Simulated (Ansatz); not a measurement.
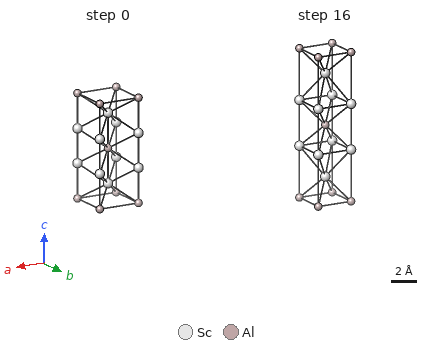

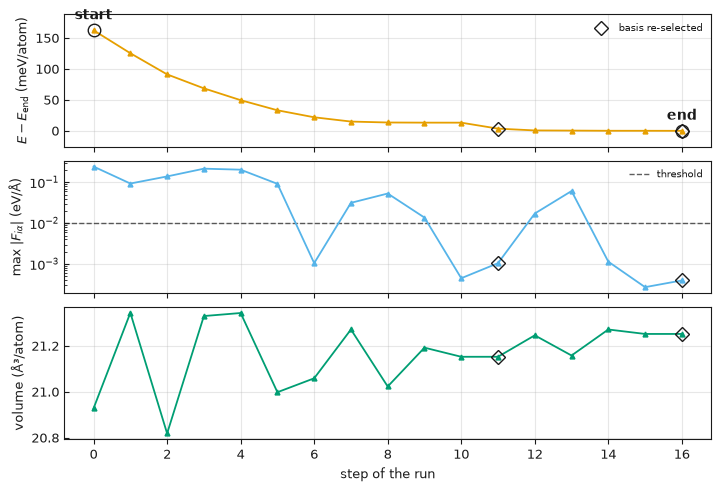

First and last geometry of a relaxation of solid Sc2Al (built on the MoSi2 (C11b) type), with the history of the run. Style: ball-and-stick. Shown: the conventional cell (2 times the calculation's cell), from a free direction. Lengths and directions refer to the drawn axes.

Case: MoSi2 (C11b) type (I4/mmm, No. 139).

The calculation used Ansatz, DFT r2SCAN, scalar-relativistic, plane waves, PAW. Settings: plane-wave cutoff 500 eV; k-point mesh 18 × 18 × 18; occupations gaussian; smearing width 0.1 eV; no spin polarisation; cell and atoms relaxed; force threshold 0.01 eV/Å; at most 80 steps.

Question: What do the curves and the structures tell?

Answer: It converged. The largest moves relative to the cell, 0.15 Å, are those of Sc atoms. Al stays in place. Cell: a = b 3.713 → 3.143 Å (−15.3 %), c 9.108 → 12.907 Å (+41.7 %). Volume +1.5 %. Among the contacts that change: Al–Sc 3.051 → 4.475 Å, Sc–Sc 3.006 → 3.957 Å, Sc–Sc 3.713 → 3.143 Å, Sc–Sc 3.048 → 3.343 Å. Bonds break, among them: Sc–Sc (3.01 → 3.96 Å). The space group stays I4/mmm (No. 139). After 14 accepted moves (16 points after the start) the energy has fallen by 163 meV per atom. The largest force component goes from 0.24 to 0.0004 eV/Å. Pressure: 1.20 GPa at the start and 0.00 GPa at the end. The SCF was repeated twice at an unchanged geometry on a basis and grid sized afresh for the cell, which shifted the energy by 9.7 meV per atom at most. The run took 21 min on 1 thread of Arm Neoverse V1 (shared host), peak memory 0.99 GiB.

```json
{"step": "0", "E − E(0), meV/atom": "0.00", "largest force component, eV/Å": "0.2440", "pressure, GPa": "1.20", "volume, Å³/atom": "20.928", "note": ""}
{"step": "1", "E − E(0), meV/atom": "-37.04", "largest force component, eV/Å": "0.0937", "pressure, GPa": "-0.20", "volume, Å³/atom": "21.344", "note": ""}
{"step": "2", "E − E(0), meV/atom": "-71.25", "largest force component, eV/Å": "0.1398", "pressure, GPa": "1.97", "volume, Å³/atom": "20.819", "note": ""}
{"step": "3", "E − E(0), meV/atom": "-93.81", "largest force component, eV/Å": "0.2165", "pressure, GPa": "-0.04", "volume, Å³/atom": "21.330", "note": ""}
{"step": "4", "E − E(0), meV/atom": "-112.93", "largest force component, eV/Å": "0.2045", "pressure, GPa": "0.15", "volume, Å³/atom": "21.343", "note": ""}
{"step": "5", "E − E(0), meV/atom": "-129.28", "largest force component, eV/Å": "0.0921", "pressure, GPa": "1.11", "volume, Å³/atom": "20.998", "note": ""}
{"step": "6", "E − E(0), meV/atom": "-140.61", "largest force component, eV/Å": "0.0011", "pressure, GPa": "0.77", "volume, Å³/atom": "21.059", "note": ""}
{"step": "7", "E − E(0), meV/atom": "-147.52", "largest force component, eV/Å": "0.0316", "pressure, GPa": "-0.13", "volume, Å³/atom": "21.272", "note": ""}
{"step": "8", "E − E(0), meV/atom": "-149.03", "largest force component, eV/Å": "0.0533", "pressure, GPa": "0.48", "volume, Å³/atom": "21.023", "note": ""}
{"step": "9", "E − E(0), meV/atom": "-149.27", "largest force component, eV/Å": "0.0137", "pressure, GPa": "-0.15", "volume, Å³/atom": "21.192", "note": ""}
{"step": "10", "E − E(0), meV/atom": "-149.31", "largest force component, eV/Å": "0.0004", "pressure, GPa": "0.01", "volume, Å³/atom": "21.153", "note": ""}
{"step": "11", "E − E(0), meV/atom": "-158.97", "largest force component, eV/Å": "0.0011", "pressure, GPa": "0.49", "volume, Å³/atom": "21.153", "note": "same geometry, new basis"}
{"step": "12", "E − E(0), meV/atom": "-161.86", "largest force component, eV/Å": "0.0173", "pressure, GPa": "0.10", "volume, Å³/atom": "21.246", "note": ""}
{"step": "13", "E − E(0), meV/atom": "-162.12", "largest force component, eV/Å": "0.0614", "pressure, GPa": "0.24", "volume, Å³/atom": "21.158", "note": ""}
{"step": "14", "E − E(0), meV/atom": "-162.40", "largest force component, eV/Å": "0.0011", "pressure, GPa": "-0.07", "volume, Å³/atom": "21.272", "note": ""}
{"step": "15", "E − E(0), meV/atom": "-162.43", "largest force component, eV/Å": "0.0003", "pressure, GPa": "0.00", "volume, Å³/atom": "21.252", "note": ""}
{"step": "16", "E − E(0), meV/atom": "-162.51", "largest force component, eV/Å": "0.0004", "pressure, GPa": "0.00", "volume, Å³/atom": "21.252", "note": "same geometry, new basis"}
```
